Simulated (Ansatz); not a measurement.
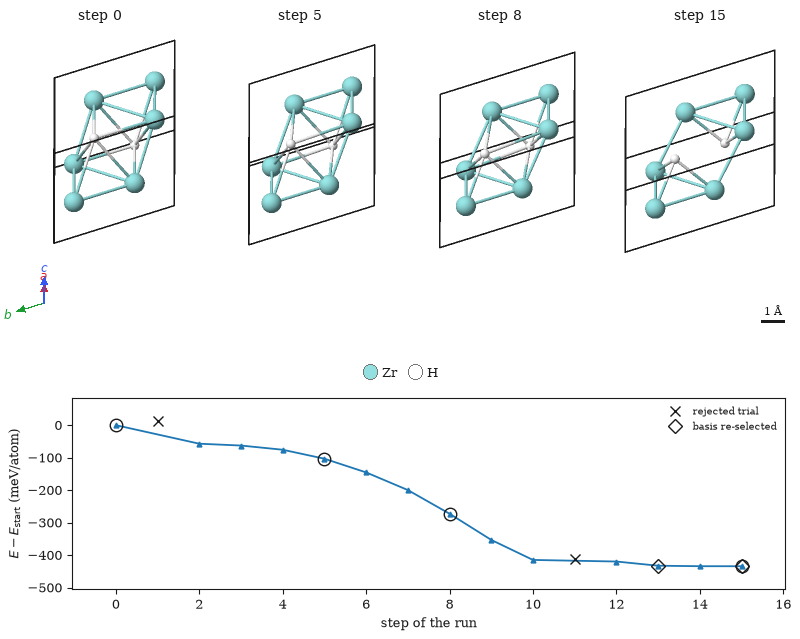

Frames of a relaxation of a crystal of Zr3H (a generated structure, set up in P6_3/mmc) (coarse preliminary run), marked on the history of the run. A ball-and-stick model of the cell of the calculation, seen from a free direction.

Method: DFT PBE, scalar-relativistic, plane waves, PAW (Ansatz 0.2.0). (plane-wave cutoff 420 eV; k-point mesh 3 × 3 × 4; occupations gaussian; smearing width 0.1 eV; no spin polarisation; cell and atoms relaxed; force threshold 0.04 eV/Å; at most 70 steps)

**What happens along the run?**

After 11 accepted moves (15 points after the start) the energy has fallen by 434 meV per atom. Largest force component: 1.4 eV/Å at the start, 0.0094 eV/Å at the end. The pressure goes from 4.94 to 0.14 GPa. The line search rejected the trial steps at points 1, 11 of the run. The SCF was repeated twice at an unchanged geometry on a basis and grid sized afresh for the cell, which shifted the energy by 12.9 meV per atom at most. The largest moves relative to the cell, 0.47 Å, are those of Zr atoms. H stays in place. The volume changes by +5.7 %, with a = b 6.044 → 7.495 Å (+24.0 %), c 4.666 → 3.207 Å (−31.3 %). Among the contacts that change: Zr–Zr 2.987 → 4.517 Å, Zr–Zr 4.666 → 3.207 Å, H–Zr 3.022 → 3.774 Å, H–Zr 2.925 → 2.351 Å. Bonds break, among them: Zr–Zr (2.99 → 4.52 Å). Bond angles that change, for instance: Zr–Zr–Zr 107.1° → 63.2°, Zr–Zr–Zr 62.0° → 95.1°, Zr–Zr–Zr 121.0° → 137.5°. The space group stays P6_3/mmc (No. 194). From step 0 to 5: Zr atoms move most (0.17 Å), volume −0.7 %, energy −103 meV per atom. From step 5 to 8: Zr atoms move most (0.15 Å), volume −3.4 %, energy −169 meV per atom. From step 8 to 15: Zr atoms move most (0.10 Å), volume +10.1 %, energy −162 meV per atom.

```tsv
step	E − E(0), meV/atom	largest force component, eV/Å	pressure, GPa	volume, Å³/atom	note
0	0.00	1.3948	4.94	18.450	
1	12.87	1.5782	-1.49	19.589	rejected
2	-57.06	0.0626	-1.78	19.579	
3	-62.72	0.0027	-0.61	19.209	
4	-75.61	0.0301	0.85	18.749	
5	-103.25	0.0330	2.02	18.328	
6	-145.41	0.0800	2.75	18.076	
7	-199.69	0.4450	4.52	17.844	
8	-272.59	0.2728	5.95	17.703	
9	-353.18	0.2767	3.52	18.510	
10	-414.81	0.0239	2.54	18.793	
11	-410.76	0.1907	-3.28	20.055	rejected
12	-419.71	0.0038	0.39	19.242	
13	-432.61	0.0021	1.17	19.242	same geometry, new basis
14	-434.12	0.0094	0.14	19.500	
15	-434.19	0.0094	0.14	19.500	same geometry, new basis
```
